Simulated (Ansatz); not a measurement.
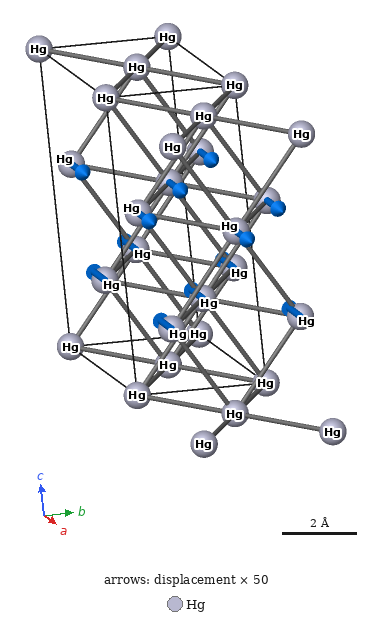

This is a relaxation of crystalline Hg (set up in C2/m). The starting structure is drawn; blue arrows show the displacements (the part carried along by the change of the cell is left out), 50 times their true length.

The picture is a ball-and-stick view of the conventional cell (2 times the calculation's cell), repeated 2 × 1 × 1 with one cell outlined, seen slightly off an axis. Lengths and directions refer to the drawn axes.

All numbers below come from DFT PBE+D3(BJ), scalar-relativistic, plane waves, PAW (Ansatz 0.2.0). Set-up: plane-wave cutoff 420 eV; k-point mesh 14 × 14 × 6; occupations gaussian; smearing width 0.1 eV; no spin polarisation; cell and atoms relaxed; force threshold 0.005 eV/Å; at most 80 steps.

### What happened in the run?

The largest moves relative to the cell, 0.025 Å, are those of Hg atoms. The drawn cell changes as follows: a 5.283 → 5.165 Å (−2.2 %), b 3.715 → 3.837 Å (+3.3 %), c 8.112 → 8.025 Å (−1.1 %), β 107.8° → 106.4°; the volume changes by +0.7 %. Among the contacts that change: Hg–Hg 3.175 → 3.206 Å, Hg–Hg 3.229 → 3.217 Å. The space group stays C2/m (No. 12). Over 7 accepted moves (9 points after the start) the energy falls by 1.6 meV per atom. Largest force component: 0.00038 eV/Å at the start, 0.0006 eV/Å at the end. The pressure goes from 0.23 to −0.01 GPa. The line search rejected the trial step at point 6 of the run. The SCF was repeated once at an unchanged geometry on a basis and grid sized afresh for the cell, which shifted the energy by less than 0.05 meV per atom at most. The run took about 3 core-minutes on a shared host.
